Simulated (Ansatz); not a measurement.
## Mending a single-point calculation on Ir

System: Ir (slab, 5 atoms in the cell).
Method of run 1: DFT PBE, scalar-relativistic, plane waves, PAW (Ansatz 0.2.0).

The structure derives from an entry of the Crystallography Open Database. Text and figures count atoms from 1; the logs count them from 0 in places.

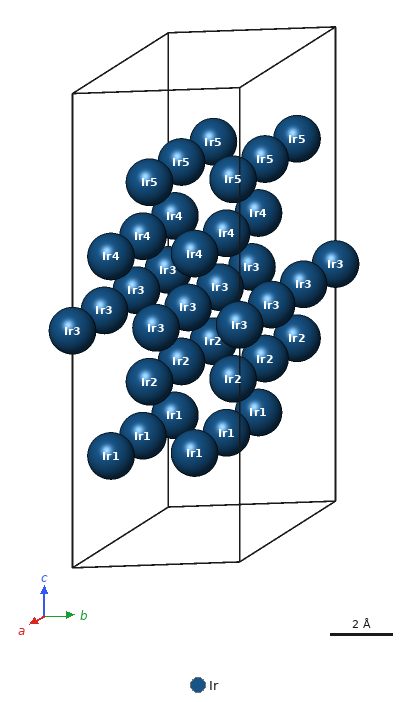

The structure as given in the input (spheres-only view of the 3 × 2 repeat of the cell, with the vacuum cut short, seen slightly off an axis; atoms are numbered from 1 in the order of the input). An atom can appear more than once, as a periodic image.

Input, run 1:
```yaml
crystal:
  lattice:
    - [2.7369678024, 0.0, 0.0]
    - [-1.3684839012, 2.3702836462, 0.0]
    - [0.0, 0.0, 23.9388994111]
  atoms:
    - { symbol: Ir, position: [0.6666666667, 0.3333333333, 0.3132976112] }
    - { symbol: Ir, position: [0.3333333333, 0.6666666667, 0.4066488056] }
    - { symbol: Ir, position: [0.0, 0.0, 0.5] }
    - { symbol: Ir, position: [0.6666666667, 0.3333333333, 0.5933511944] }
    - { symbol: Ir, position: [0.3333333333, 0.6666666667, 0.6867023888] }
basis:
  ecutwfc: 420
kpoints:
  mp_grid: { grid: [15, 15, 1] }
hamiltonian:
  xc: pbe
scf:
  occupations: { method: gaussian, width: 0.1 }
  n_extra_bands: 0
output:
  forces: true
  stress: true
  eigenvalues: true
efield:
  axis: 3
  dipole_correction: true
  ramp_width: 0.04
```

Launched with:
```bash
ansatz run input.yaml --threads 1 --pin off --max-ram 2560MiB --backend cpu --events-out ev --progress --plain --runs-dir out
```

Hardware: 1 thread of Intel Xeon (Sapphire Rapids), 192 GiB of memory available, shared host.

Output (run 1):
```
Error: inconsistent input (scf.n_extra_bands, scf.occupations.method): n_bands = 43 leaves no empty band above the 43 bands per channel that the deck's 85 electrons occupy, and the occupations search for the Fermi level (a smearing at a finite width, or tetrahedra): a level found among occupied bands alone can fill a metal as an insulator; raise scf.n_extra_bands until at least 44 bands are solved (omitted, it auto-derives to 51) (see scf.n_extra_bands in the input reference)
```

> What should be changed in this input?

The program refused the input: “inconsistent input (scf.n_extra_bands, scf.occupations.method): n_bands = 43 leaves no empty band above the 43 bands per channel that the deck's 85 electrons occupy, and the occupations search for the Fermi level (a smearing at a finite width, or tetrahedra): a level found among occupied bands alone can fill a metal as an insulator …”

A run of the same system that converges differs from this input as follows (lines with − go, lines with + come):
```diff
-  ecutwfc: 420
+  ecutwfc: 300
-  n_extra_bands: 0
```

Output, shortened to warnings, some set-up lines, iterations and results (run 2):
```
Warning: basis.ecutwfc = 300 eV is below the records' recommended 420 eV, and the density's cutoff is lower with it unless basis.ecutrho_ratio is high enough to keep the records' density cutoff: compare with a run at a higher cutoff
Basis set: ecut = 300 eV, 1795 PW (Γ), exchange–correlation on 32×32×288 points (8 copies of the dense FFT grid, shifted against one another)
Symmetry: 6 space group operations
k-points: 27 of 225 (time reversal used)
Initial density: superposition of atomic densities (neutral atoms: chi_scale 0, normalization atom), corrected by the library's trained network
[...]
SCF iter   1: F=—  HF=-59673.877809 eV  |F-HF|=—  |Δ(HF+E_count)|=         —  Δρ=1.19e-2  dr2=1.70e0  ethr=1.77e-3  p=0.000 e·Å  D=2.61e-13 V/Å  ΔV_dip=-0.00 eV  …
SCF iter   2: F=—  HF=-59673.861895 eV  |F-HF|=—  |Δ(HF+E_count)|=   1.59e-2  Δρ=7.08e-3  dr2=4.03e-1  ethr=1.77e-3  p=0.000 e·Å  D=7.15e-6 V/Å  ΔV_dip=-0.00 eV  …
SCF iter   3: F=—  HF=-59673.845615 eV  |F-HF|=—  |Δ(HF+E_count)|=   1.63e-2  Δρ=1.58e-3  dr2=2.01e-2  ethr=4.74e-4  p=-0.000 e·Å  D=-1.30e-7 V/Å  ΔV_dip=0.00 eV  …
SCF iter   4: F=—  HF=-59673.845031 eV  |F-HF|=—  |Δ(HF+E_count)|=   5.84e-4  Δρ=4.29e-4  dr2=4.70e-4  ethr=2.37e-5  p=0.000 e·Å  D=3.58e-6 V/Å  ΔV_dip=-0.00 eV  …
SCF iter   5: F=—  HF=-59673.845014 eV  |F-HF|=—  |Δ(HF+E_count)|=   1.71e-5  Δρ=1.29e-4  dr2=6.56e-5  ethr=5.53e-7  p=0.000 e·Å  D=1.54e-6 V/Å  ΔV_dip=-0.00 eV  …
SCF iter   6: F=—  HF=-59673.845047 eV  |F-HF|=—  |Δ(HF+E_count)|=   3.33e-5  Δρ=5.37e-5  dr2=8.10e-6  ethr=7.72e-8  p=0.000 e·Å  D=3.57e-7 V/Å  ΔV_dip=-0.00 eV  …
SCF iter   7: F=—  HF=-59673.845046 eV  |F-HF|=—  |Δ(HF+E_count)|=   1.44e-6  Δρ=1.52e-5  dr2=5.11e-7  ethr=9.53e-9  p=0.000 e·Å  D=1.50e-7 V/Å  ΔV_dip=-0.00 eV  …
SCF iter   8: F=—  HF=-59673.845046 eV  |F-HF|=—  |Δ(HF+E_count)|=   1.59e-7  Δρ=7.90e-6  dr2=1.72e-7  ethr=1.18e-10  p=0.000 e·Å  D=5.63e-8 V/Å  ΔV_dip=-0.00 eV  …
SCF iter   9: F=-59673.845046 eV  HF=-59673.845046 eV  |F-HF|=7.03e-8  |Δ(HF+E_count)|=   2.67e-7  Δρ=3.63e-6  dr2=1.99e-8  ethr=1.18e-10  p=0.000 e·Å  D=2.43e-8 V/Å  …
SCF 1 converged in 9 iterations: F = -59673.845046 eV  dr2 = 1.99e-8
SCF converged after 9 iterations
Free energy (F): -59673.845046 eV
Harris-Foulkes:  -59673.845046 eV  (|F-HF|=7.03e-8)
Internal energy: -59673.817851 eV  (E = F + TS)
E sigma→0 (E₀):  -59673.831448 eV
Entropy (-TS):   -0.027195 eV (-5.439 meV/atom)
Fermi energy:    8.682070 eV
Dipole field:    D = 0.000000 V/Å  (p = 0.000000 e·Å, saw-weighted, corrected)
Work function:   Φ+ = 5.5544 eV   Φ− = 5.5545 eV
Levels:          The Fermi level and band energies are counted from a zero that moves with the ramp; work functions are not
--- Per-component energies (eV) ---
  E_band       = -1836.175739
  E_kinetic    = 3109.292907
  E_local      = -122425.070428  (includes V_loc(G=0)·N_el)
  E_nonlocal   = 357.617625
  E_hartree    = 59886.362927
  E_xc         = -1335.798638
  E_vxc        = -1494.925184  (∫ρ·V_xc dr)
  E_paw        = -46113.800657  (= ΣΔE_a)
  E_vpaw       = -1155.837870  (= ΣTr[D̂ρ^β])
  E_aug_tail   = 0.002842  (compensation charges beyond the density's cutoff)
  E_efield     = 0.000000  (sawtooth field / dipole correction)
  E_vefield    = 0.000000  (∫n·V_field dr)
  E_ewald      = 46847.575572
  E_smearing   = -0.027195  (= −TS)
  E_closure    = -0.000000  (closes the sum)
  Σ components = -59673.845046   (vs F -59673.845046, Δ=0.00e0)
--- Forces (eV/Å), atoms counted from 1 ---
  atom   1  Ir     0.00000000    -0.00000000     0.50649157
  atom   2  Ir     0.00000000    -0.00000000    -0.34450332
  atom   3  Ir     0.00000000    -0.00000000    -0.00000004
  atom   4  Ir     0.00000000     0.00000000     0.34450328
  atom   5  Ir    -0.00000000     0.00000000    -0.50649177
  max |Σ_I F_I| component: 2.86e-7 eV/Å
--- Stress (GPa, compression-positive) ---
       -5.041378       0.000000       0.000000
       -0.000000      -5.041378       0.000000
       -0.000000       0.000000      -3.130579
  P = ⅓ Tr σ = -4.4044 GPa (-44.044 kbar)
```

The two runs side by side:

| quantity | run 1 | run 2 |
| --- | --- | --- |
| outcome | refused | converged |
| free energy per atom (eV) | – | −11934.7690 |
| gap on the mesh (eV) | – | 0.00 |
| work function (eV) | – | 5.55 |
| largest force (eV/Å) | – | 0.506 |
| SCF iterations | – | 9 |
| irreducible k-points | – | 27 |
| plane waves at Γ | – | 1795 |

Notes on run 2: The program warns: the cutoff is below the recommended one. Spin–orbit coupling is left out, which matters for Ir.
